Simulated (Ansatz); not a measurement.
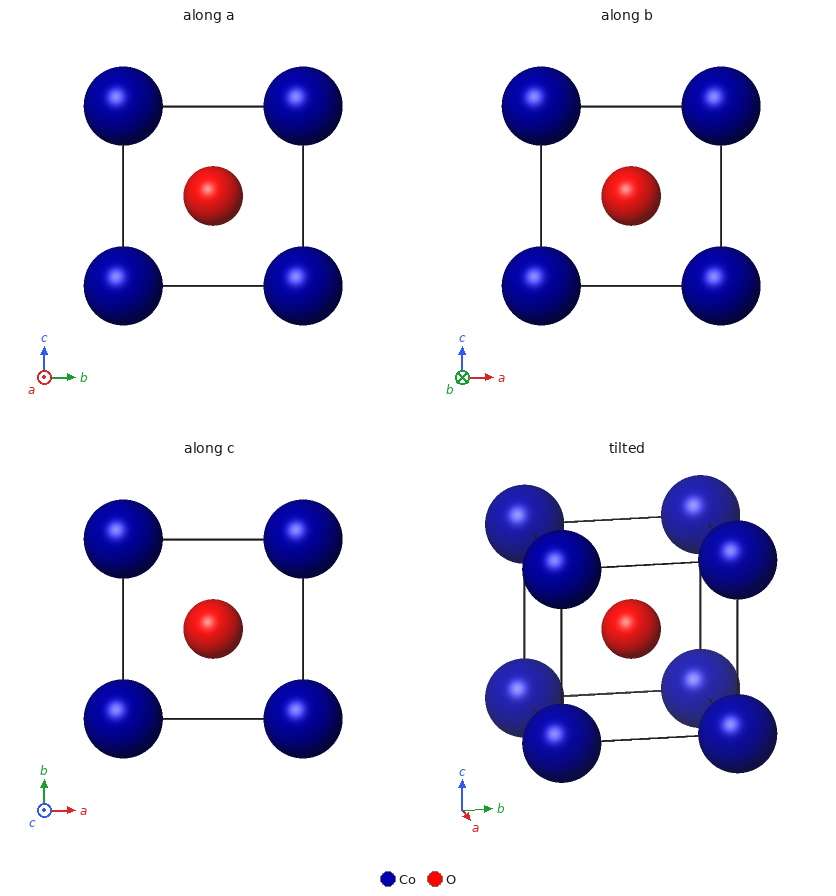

Figure: spheres-only view along the a axis, along the b axis, along the c axis and slightly off an axis. The conventional unit cell is drawn as a box.

Lattice parameters: a = 2.812 Å, b = 2.812 Å, c = 2.812 Å, α = 90.00°, β = 90.00°, γ = 90.00°.

Q: Write the structure as a table of Wyckoff sites.

A: Space group Pm-3m (No. 221).
```
atom  site       x       y       z
  Co    1a  0.0000  0.0000  0.0000
   O    1b  0.5000  0.5000  0.5000
```

It derives from a structure type filled with these elements by a generator (whether the compound takes this form wasn't checked). Earlier steps of the study may have refined or changed the cell and positions. An electronic-structure calculation with Ansatz was run on it.

At this level of theory the cell isn't at rest (stretched, at -20 GPa), so its distances can differ from those at equilibrium, the more so the softer the solid.
